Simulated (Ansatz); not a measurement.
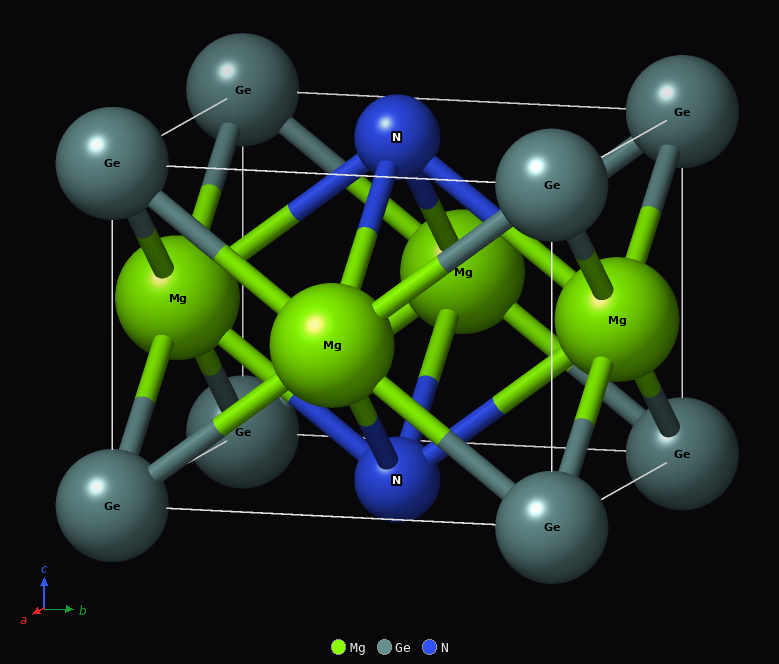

We look at a ball-and-stick model of the crystal slightly off an axis. The conventional unit cell is outlined; an atom on or near a face, edge or corner is repeated at each equivalent position. Cell: a = 4.31 Å, b = 4.31 Å, c = 3.26 Å, α = 90.00°, β = 90.00°, γ = 90.00°.

The structure comes from a random cell made by a generator, so it need not be a real form of the compound. Earlier steps of the study may have refined or changed the cell and positions. An electronic-structure calculation with Ansatz was run on it.

Question: Notes on the structure:

Answer: The stoichiometry is Mg2GeN. The symmetry is that of P4/mmm (No. 123), on a primitive tetragonal lattice. Counting shared atoms by their share gives 2 Mg, 1 Ge, 1 N, or 4 atoms. Taking every contact within bonding distance, one finds Mg 8, Ge 8 and N 8.

Method used: DFT PBE, scalar-relativistic, plane waves, PAW (Ansatz 0.2.0). It ran with plane-wave cutoff 420 eV, the zone sampled with 10×10×14 points, Gaussian smearing of 0.1 eV, no spin polarisation.

Question: What does the calculation say: metal or gapped?

Answer: A metal: bands cross the Fermi level.

Question: What charge does Bader's analysis assign to each element?

Answer: Mg +1.58 e; Ge -1.61 e; N -1.55 e.

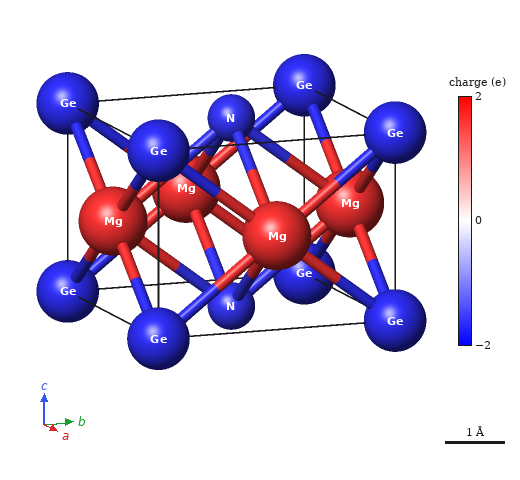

The atoms coloured by those charges. The run's cell of 4 atoms is drawn.

Question: Is the structure in equilibrium?

Answer: Yes. All forces vanish to within 0.01 eV/Å. The pressure is 0.0 GPa, close to zero.
